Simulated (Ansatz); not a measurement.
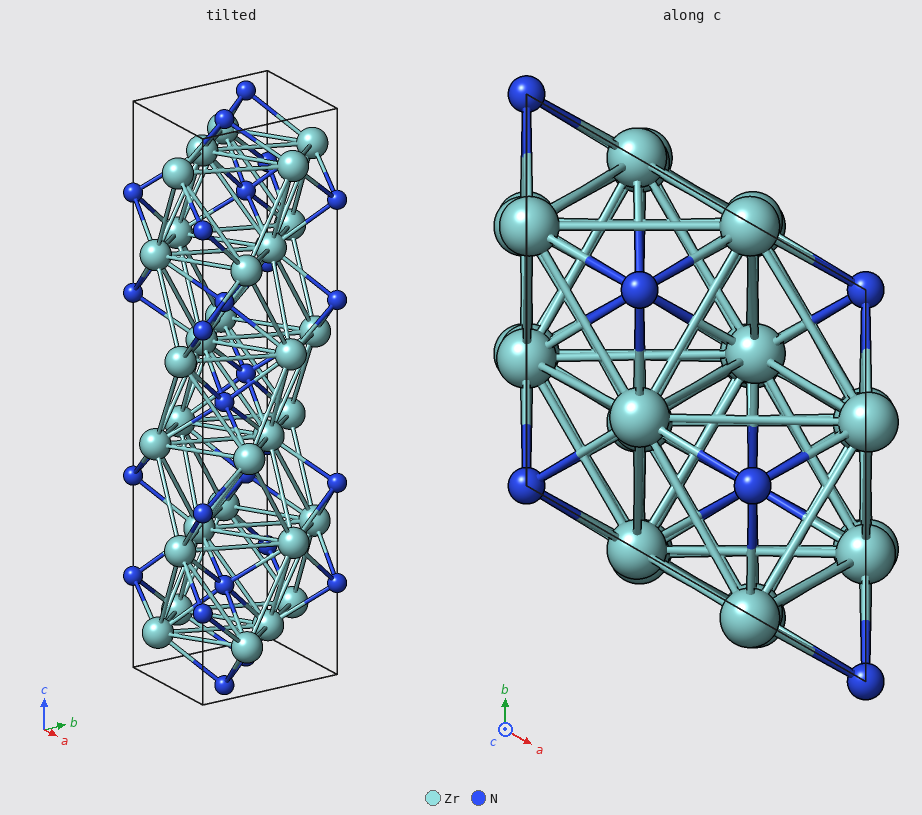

This ball-and-stick model is shown slightly off an axis and along the c axis. The parallelepiped is the conventional unit cell. Cell: a = 5.65 Å, b = 5.65 Å, c = 15.71 Å, α = 90.00°, β = 90.00°, γ = 120.00°.

Its origin is a structure listed in the Materials Project. Earlier steps of the study, as a rule a relaxation of our own, may have changed the cell and positions, so they can lie some per cent off the listed ones. A calculation with Ansatz used it as input.

Describe the arrangement of the atoms.

The formula is Zr$_{3}$N$_{2}$. The atoms follow space group R-3c (No. 167); the Bravais lattice is rhombohedral (trigonal R). Content of the cell: 18 Zr, 12 N (Z = 6). Neighbours within bonding distance: Zr 16 and N 6.

Calculation details: Ansatz 0.2.0, DFT r2SCAN, scalar-relativistic, plane waves, PAW; E_cut = 500 eV, k-points about 0.11 Å⁻¹ apart, Gaussian smearing of 0.1 eV, no spin polarisation.

Does it come out as a metal, or with a gap?

A metal: bands cross the Fermi level.

What net charge does each kind of atom have (Bader)?

Zr +1.29 e; N -1.93 e.

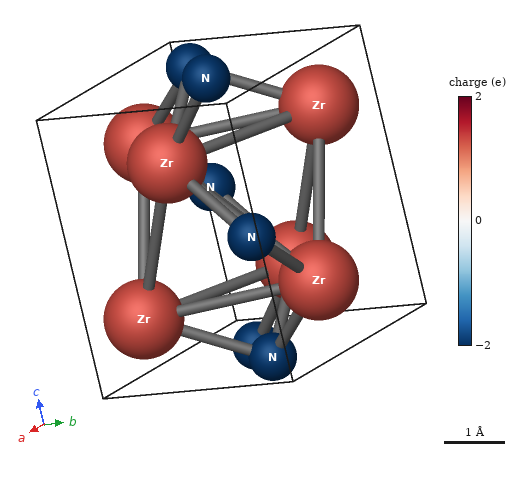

The atoms coloured by those charges. The run's cell of 10 atoms is drawn in a reduced setting, so axes and origin can differ from the first picture.

Do the forces and the stress vanish for this geometry?

Yes. All forces vanish to within 0.01 eV/Å. The pressure is 0.0 GPa, close to zero.
